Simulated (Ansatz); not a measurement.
MgO

```xyz
2
Lattice="2.6233 0.0000 0.0000 0.0000 2.6233 0.0000 0.0000 0.0000 2.6745" Properties=species:S:1:pos:R:3 pbc="T T T"
Mg    0.0000    0.0000    0.0000
O     1.3117    1.3117    1.3373
```

Space group P4/mmm; started from the CsCl prototype, which need not be the ambient phase; changed on purpose from its base cell (uniaxial z strain +1.9%); computed pressure about −4 GPa in this cell.

Method: DFT, HSE06, plane waves, PAW in Ansatz.

**What will maps of the valence pseudo-density and electron localisation function show?**

Mg–O (2.29 Å): ρ at the midpoint is about 0.25 e/Å³; the ELF peaks at about 0.85 in the valence shell of O, 0.6 Å from its nucleus, and is about 0.35 at the midpoint (an ionic contact with no shared pair).

**Does the calculation give a band gap?**

It is gapped, with a Kohn–Sham gap of 3.9 eV on the k-point mesh, an upper bound to the gap of this method.

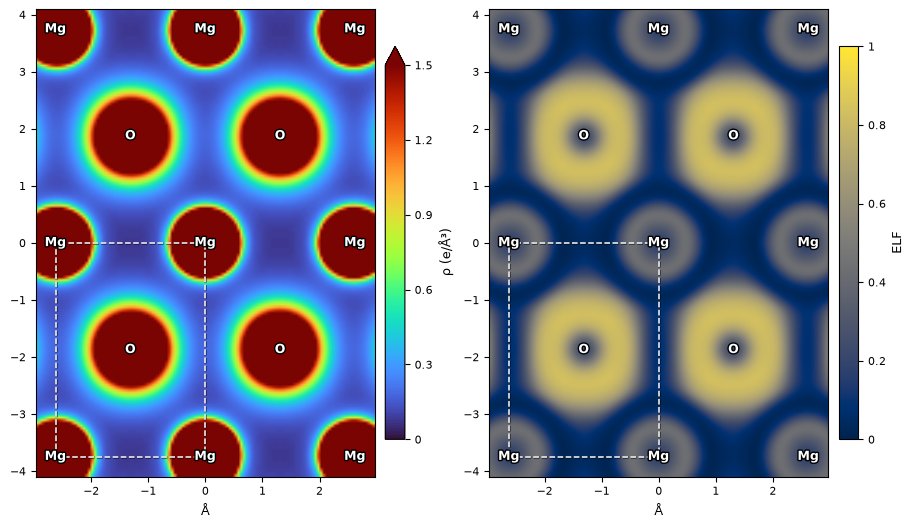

Computed valence pseudo-density and electron localisation function on the (101) plane of the conventional cell, in this order. 

Core electrons are frozen (PAW), and the valence fields are smoothed inside the atomic spheres.
